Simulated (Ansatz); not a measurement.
**What a change does: single-point calculation on PtSe4**

System: PtSe4 (slab, 5 atoms in the cell).
Method of the first run: DFT r2SCAN, scalar-relativistic, plane waves, PAW, no spin polarisation (Ansatz 0.2.0).

The structure derives from an entry of the Crystallography Open Database. Text and figures count atoms from 1; the logs count them from 0 in places.

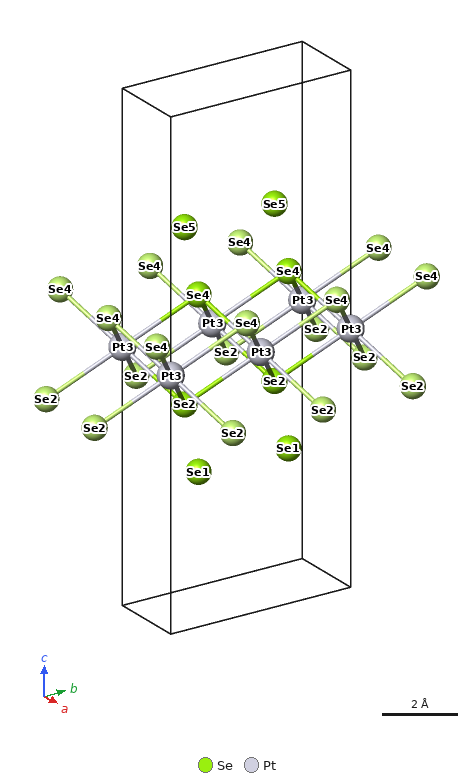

Fig. 1: The input geometry (ball-and-stick view of the 1 × 2 repeat of the cell, with the vacuum cut short, seen slightly off an axis; neighbours outside the cell are drawn fainter; atoms are numbered from 1 in the order of the input).

Input, the first run:
```yaml
crystal:
  lattice:
    - [3.7603063796, 0.0, 0.0]
    - [-1.8801531898, 3.2565208507, 0.0]
    - [0.0, 0.0, 22.1900263333]
  atoms:
    - { symbol: Se, position: [0.3333333333, 0.6666666667, 0.3379896845] }
    - { symbol: Se, position: [0.6666666667, 0.3333333333, 0.4428469366] }
    - { symbol: Pt, position: [0.0, 0.0, 0.5] }
    - { symbol: Se, position: [0.3333333333, 0.6666666667, 0.5571530634] }
    - { symbol: Se, position: [0.6666666667, 0.3333333333, 0.6620103155] }
basis:
  ecutwfc: 500
kpoints:
  mp_grid: { grid: [9, 9, 1] }
hamiltonian:
  xc: r2scan
scf:
  occupations: { method: gaussian, width: 0.1 }
output:
  forces: true
  stress: true
  eigenvalues: true
  write_density: true
  write_potential: true
  elf: true
  volumetric_format: npy
efield:
  axis: 3
  dipole_correction: true
  ramp_width: 0.04
```

Launched with:
```bash
ansatz run input.yaml --threads 2 --pin off --max-ram 5632MiB --backend cpu --events-out ev --progress --plain --runs-dir out
```

Hardware: 2 threads of Arm Neoverse V2, 24 GiB of memory available, shared host.

Output, shortened to warnings, some set-up lines, iterations and results (the first run):
```
WARN: The output density's exchange-correlation potential varies sharply where the density is thin. Do not read a vacuum level from v_tot or v_xc, or from such a field of the output density. On a cell that repeats whose density bears no net charge and no dipole along the vacuum's axis use v_es (v_loc + v_h of the components); under efield.dipole_correction with no amplitude use v_es + v_field, …
Basis set: ecut = 500 eV, 6849 PW (Γ), exchange–correlation on 120×120×648 points (64 copies of the dense FFT grid, shifted against one another)
Symmetry: 6 space group operations
k-points: 12 of 81 (time reversal used)
Initial density: superposition of atomic densities (neutral atoms: chi_scale 0, normalization atom), corrected by the library's trained network
[...]
SCF iter   1: F=—  HF=-34447.133602 eV  |F-HF|=—  |Δ(HF+E_count)|=         —  Δρ=4.78e-3  dr2=4.21e-1  dr2_τ=4.14e-2  ethr=1.77e-3  p=0.000 e·Å  D=3.10e-13 V/Å  ΔV_dip=-0.00 …
SCF iter   2: F=—  HF=-34447.140742 eV  |F-HF|=—  |Δ(HF+E_count)|=   7.14e-3  Δρ=2.77e-3  dr2=2.45e-2  dr2_τ=2.85e-3  ethr=5.13e-4  p=-0.000 e·Å  D=-1.11e-5 V/Å  ΔV_dip=0.00 …
SCF iter   3: F=—  HF=-34447.137237 eV  |F-HF|=—  |Δ(HF+E_count)|=   3.51e-3  Δρ=9.49e-4  dr2=4.28e-3  dr2_τ=9.40e-4  ethr=2.99e-5  p=-0.000 e·Å  D=-4.90e-6 V/Å  ΔV_dip=0.00 …
SCF iter   4: F=—  HF=-34447.136129 eV  |F-HF|=—  |Δ(HF+E_count)|=   1.11e-3  Δρ=1.42e-4  dr2=1.03e-4  dr2_τ=3.27e-6  ethr=5.22e-6  p=-0.000 e·Å  D=-2.93e-6 V/Å  ΔV_dip=0.00 …
SCF iter   5: F=—  HF=-34447.136146 eV  |F-HF|=—  |Δ(HF+E_count)|=   1.72e-5  Δρ=6.05e-5  dr2=1.23e-5  dr2_τ=5.74e-7  ethr=1.26e-7  p=-0.000 e·Å  D=-1.39e-6 V/Å  ΔV_dip=0.00 …
SCF iter   6: F=—  HF=-34447.136300 eV  |F-HF|=—  |Δ(HF+E_count)|=   1.54e-4  Δρ=1.42e-5  dr2=5.22e-7  dr2_τ=5.38e-8  ethr=1.51e-8  p=-0.000 e·Å  D=-4.88e-7 V/Å  ΔV_dip=0.00 …
SCF iter   7: F=-34447.136300 eV  HF=-34447.136300 eV  |F-HF|=1.52e-8  |Δ(HF+E_count)|=   6.96e-7  Δρ=4.28e-6  dr2=8.52e-8  dr2_τ=1.47e-9  ethr=1.22e-10  p=-0.000 e·Å  …
SCF 1 converged in 7 iterations: F = -34447.136300 eV  dr2 = 8.52e-8
WARN: The output density's exchange-correlation potential varies sharply where the density is thin. Do not read a vacuum level from v_tot or v_xc, or from such a field of the output density. On a cell that repeats whose density bears no net charge and no dipole along the vacuum's axis use v_es …
SCF converged after 7 iterations
Free energy (F): -34447.136300 eV
Harris-Foulkes:  -34447.136300 eV  (|F-HF|=1.52e-8)
Internal energy: -34447.114447 eV  (E = F + TS)
E sigma→0 (E₀):  -34447.125374 eV
Entropy (-TS):   -0.021853 eV (-4.371 meV/atom)
Fermi energy:    0.308411 eV
Dipole field:    D = -0.000002 V/Å  (p = -0.000002 e·Å, saw-weighted, corrected)
Work function:   Φ+ = 6.3567 eV   Φ− = 6.3567 eV
[...]
```

The input of the second run differs as follows (lines with − go, lines with + come):
```diff
-  ecutwfc: 500
+  ecutwfc: 420
-  xc: r2scan
+  xc: pbesol
-  stress: true
```

What does this change do to the results?

The total energies belong to different methods, so their difference says nothing on which is more stable or more accurate. The largest force goes from 0.958 to 0.892 eV/Å. The work function goes from 6.36 to 6.13 eV. The functional changes from r2SCAN to PBEsol. The number of SCF iterations is the same. The plane waves at Γ go from 6849 to 5331. On the same kind of shared host the second run took about 0.42 times as long.

Output, shortened to warnings, some set-up lines, iterations and results (the second run):
```
WARN: The output density's exchange-correlation potential varies sharply where the density is thin. Do not read a vacuum level from v_tot or v_xc, or from such a field of the output density. On a cell that repeats whose density bears no net charge and no dipole along the vacuum's axis use v_es (v_loc + v_h of the components); under efield.dipole_correction with no amplitude use v_es + v_field, …
Basis set: ecut = 420 eV, 5331 PW (Γ), exchange–correlation on 54×54×300 points (8 copies of the dense FFT grid, shifted against one another)
Symmetry: 6 space group operations
k-points: 12 of 81 (time reversal used)
Initial density: superposition of atomic densities (neutral atoms: chi_scale 0, normalization atom), corrected by the library's trained network
[...]
SCF iter   1: F=—  HF=-34078.680545 eV  |F-HF|=—  |Δ(HF+E_count)|=         —  Δρ=4.20e-3  dr2=2.11e-1  ethr=1.77e-3  p=0.000 e·Å  D=1.81e-13 V/Å  ΔV_dip=-0.00 eV  …
SCF iter   2: F=—  HF=-34078.664626 eV  |F-HF|=—  |Δ(HF+E_count)|=   1.59e-2  Δρ=2.04e-3  dr2=1.31e-2  ethr=2.58e-4  p=0.000 e·Å  D=4.55e-5 V/Å  ΔV_dip=-0.00 eV  …
SCF iter   3: F=—  HF=-34078.662145 eV  |F-HF|=—  |Δ(HF+E_count)|=   2.48e-3  Δρ=3.94e-4  dr2=6.98e-4  ethr=1.59e-5  p=0.000 e·Å  D=1.64e-5 V/Å  ΔV_dip=-0.00 eV  …
SCF iter   4: F=—  HF=-34078.661803 eV  |F-HF|=—  |Δ(HF+E_count)|=   3.42e-4  Δρ=1.38e-4  dr2=6.61e-5  ethr=8.52e-7  p=0.000 e·Å  D=8.46e-6 V/Å  ΔV_dip=-0.00 eV  …
SCF iter   5: F=—  HF=-34078.661885 eV  |F-HF|=—  |Δ(HF+E_count)|=   8.23e-5  Δρ=7.92e-5  dr2=2.38e-5  ethr=8.06e-8  p=0.000 e·Å  D=3.15e-6 V/Å  ΔV_dip=-0.00 eV  …
SCF iter   6: F=—  HF=-34078.661887 eV  |F-HF|=—  |Δ(HF+E_count)|=   1.83e-6  Δρ=1.84e-5  dr2=1.70e-6  ethr=2.90e-8  p=0.000 e·Å  D=2.38e-7 V/Å  ΔV_dip=-0.00 eV  …
SCF iter   7: F=-34078.661887 eV  HF=-34078.661887 eV  |F-HF|=8.74e-8  |Δ(HF+E_count)|=   2.39e-7  Δρ=4.69e-6  dr2=7.28e-8  ethr=1.22e-10  p=-0.000 e·Å  D=-1.28e-7 V/Å  …
SCF 1 converged in 7 iterations: F = -34078.661887 eV  dr2 = 7.28e-8
WARN: The output density's exchange-correlation potential varies sharply where the density is thin. Do not read a vacuum level from v_tot or v_xc, or from such a field of the output density. On a cell that repeats whose density bears no net charge and no dipole along the vacuum's axis use v_es …
SCF converged after 7 iterations
Free energy (F): -34078.661887 eV
Harris-Foulkes:  -34078.661887 eV  (|F-HF|=8.74e-8)
Internal energy: -34078.637976 eV  (E = F + TS)
E sigma→0 (E₀):  -34078.649932 eV
Entropy (-TS):   -0.023911 eV (-4.782 meV/atom)
Fermi energy:    0.493146 eV
Dipole field:    D = 0.000003 V/Å  (p = 0.000004 e·Å, saw-weighted, corrected)
Work function:   Φ+ = 6.1279 eV   Φ− = 6.1279 eV
[...]
```

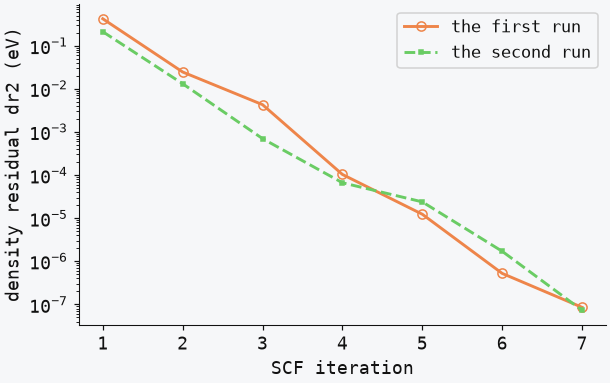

Fig. 2: Convergence of the two runs: density residual dr2 against the SCF iteration. The first run takes 7 iterations in all, and the second run takes 7.

The two runs side by side:

```tsv
quantity	the first run	the second run
outcome	converged	converged
free energy per atom (eV)	−6889.4273	−6815.7324
energy per atom, smearing taken to zero (eV)	−6889.4251	−6815.7300
gap on the mesh (eV)	0.00	0.00
work function (eV)	6.36	6.13
largest force (eV/Å)	0.958	0.892
SCF iterations	7	7
irreducible k-points	12	12
plane waves at Γ	6849	5331
wall time (shared host)	25 s	10 s
```

For both runs: Warnings: the exchange-correlation potential is rough where the density is thin. Spin–orbit coupling is left out, which matters for Pt.
